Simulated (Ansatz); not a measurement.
System: NiO, space group Fm-3m (No. 225).

Starting cell:
```xyz
4
Lattice="2.0581 2.0581 0.0000 -2.0581 2.0581 0.0000 0.0000 0.0000 4.1161" Properties=species:S:1:pos:R:3 pbc="T T T"
Ni    0.0000    0.0000    0.0000
Ni    0.0000    2.0581    2.0581
O     0.0000    2.0581    0.0000
O     0.0000    0.0000    2.0581
```

Input of one of the runs behind the figure:
```
crystal:
  lattice:
    - [2.0580558067, 2.0580558067, 0.0]
    - [-2.0580558067, 2.0580558067, 0.0]
    - [0.0, 0.0, 4.1161116134]
  atoms:
    - { symbol: Ni, position: [0.0, 0.0, 0.0], spin: 1.14 }
    - { symbol: Ni, position: [0.5, 0.5, 0.5], spin: 1.14 }
    - { symbol: O, position: [0.5, 0.5, 0.0], spin: 0.2 }
    - { symbol: O, position: [0.0, 0.0, 0.5], spin: 0.2 }
basis:
  ecutwfc: 420
kpoints:
  mp_grid: { grid: [18, 18, 12] }
hamiltonian:
  xc: pbesol
scf:
  occupations: { method: gaussian, width: 0.1 }
output:
  forces: true
  stress: true
  eigenvalues: true
  populations: true
magnetization:
  spin_polarized: true
```

Launched with:
```bash
ansatz run input.yaml --threads 1 --pin off --max-ram 2560MiB --backend cpu --events-out ev --progress --plain --runs-dir out
```

Calculation (Ansatz 0.2.0): energy, stress and cell of a relaxed crystal along a series of strains, atoms and what the cell freedom names relaxed within the symmetry; stress is positive in compression; plane waves with PAW datasets, Γ-centred k mesh; energies extrapolated to zero smearing. Level: PBEsol, collinear spin. The state reached is ferromagnetic.

wave cutoff 420 eV; k mesh 18×18×12; occupations Gaussian; smearing width 0.1 eV; strain kind stretch along c with a and b held; cell freedom cell held, only c stretched.

What does the calculation give for the energy change and stress zz against strain? The strain takes the values −6, −4, −2, 0, 2, 4, 6 %.

The energy rises on both sides of the starting structure, which is therefore a minimum along this path. The energy change is 33.86 meV/atom at strain −6 % and 18.91 meV/atom at 6 %; the lowest computed point is at strain 0 % (0.00 meV/atom), in a single well. The stress zz falls from 24.33 GPa at strain −6 % to −10.29 GPa at 6 %, and changes sign near 0 %. The solid is metallic at every point.

```json
{"strain (%)": "-6", "energy change (meV/atom)": "33.86", "stress zz (GPa)": "24.33"}
{"strain (%)": "-4", "energy change (meV/atom)": "13.87", "stress zz (GPa)": "13.57"}
{"strain (%)": "-2", "energy change (meV/atom)": "3.11", "stress zz (GPa)": "6.09"}
{"strain (%)": "0", "energy change (meV/atom)": "0.00", "stress zz (GPa)": "-0.21"}
{"strain (%)": "2", "energy change (meV/atom)": "2.70", "stress zz (GPa)": "-4.48"}
{"strain (%)": "4", "energy change (meV/atom)": "9.18", "stress zz (GPa)": "-7.69"}
{"strain (%)": "6", "energy change (meV/atom)": "18.91", "stress zz (GPa)": "-10.29"}
```

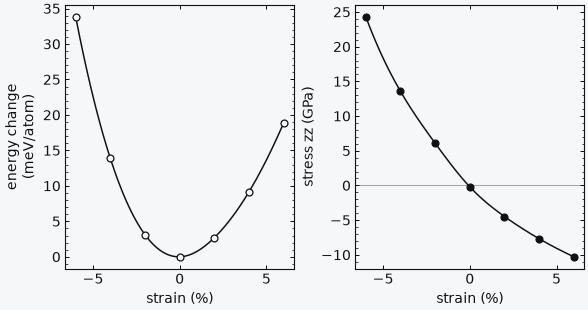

Limits of the calculation: another magnetic order may lie lower; given cell holds a small stress on this mesh.
